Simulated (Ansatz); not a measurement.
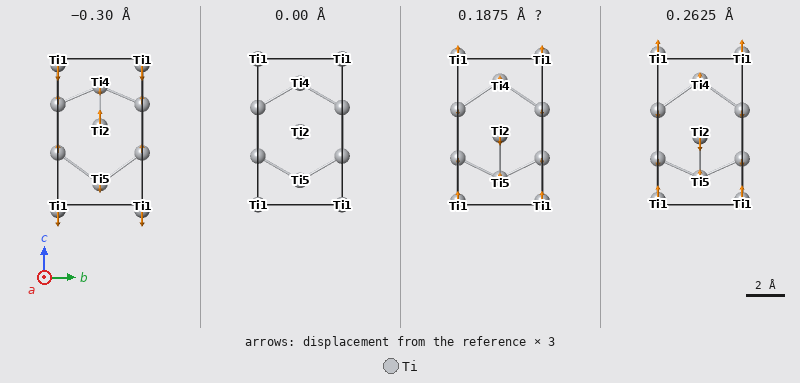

Crystalline Ti (P6/mmm): a normal mode of wave vector (0, 1/2, 0) of the primitive cell, folded into a doubled cell, is frozen in with the cell fixed, the amplitude being the largest displacement of an atom. A ball-and-stick model of the cell of the calculation, repeated 1 × 1 × 1 with one cell outlined, seen along the a axis. Orange arrows: displacements from the reference.

All numbers below come from DFT PBEsol, scalar-relativistic, plane waves, PAW in Ansatz 0.2.0. Settings: plane-wave cutoff 420 eV; k-point mesh 18 × 10 × 6; occupations gaussian; smearing width 0.15 eV; no spin polarisation. Energies (free energies at the smearing named) are counted from the relaxed crystal.

| largest displacement (Å) | ΔE (meV/cell) |
| --- | --- |
| −0.3000 | 1274 |
| −0.1500 | 305 |
| 0.0000 | 0 |
| 0.0375 | 19 |
| 0.0750 | 76 |
| 0.1125 | 171 |
| 0.1875 | ? |
| 0.2250 | 697 |
| 0.2625 | 961 |

Fill in the missing row.

Answer. A straight line between the two neighbours gives 522 meV/cell. A cubic through the four nearest rows (0.0750, 0.1125, 0.2250, 0.2625) gives, with Lagrange weights, (−0.2000)(76) + (0.5000)(171) + (1.0000)(697) + (−0.3000)(961) = 479 meV/cell. The calculation gives 479 meV/cell, so the cubic is right to the digits shown and the straight line 43 meV/cell too high, as the curve bends upwards here.

The whole profile:

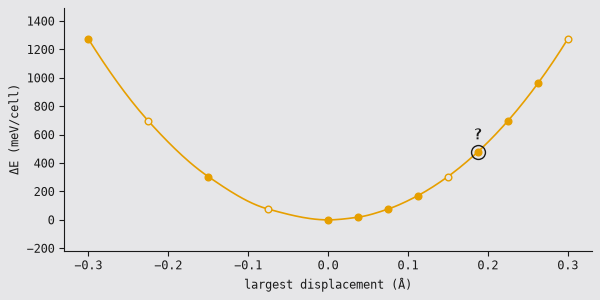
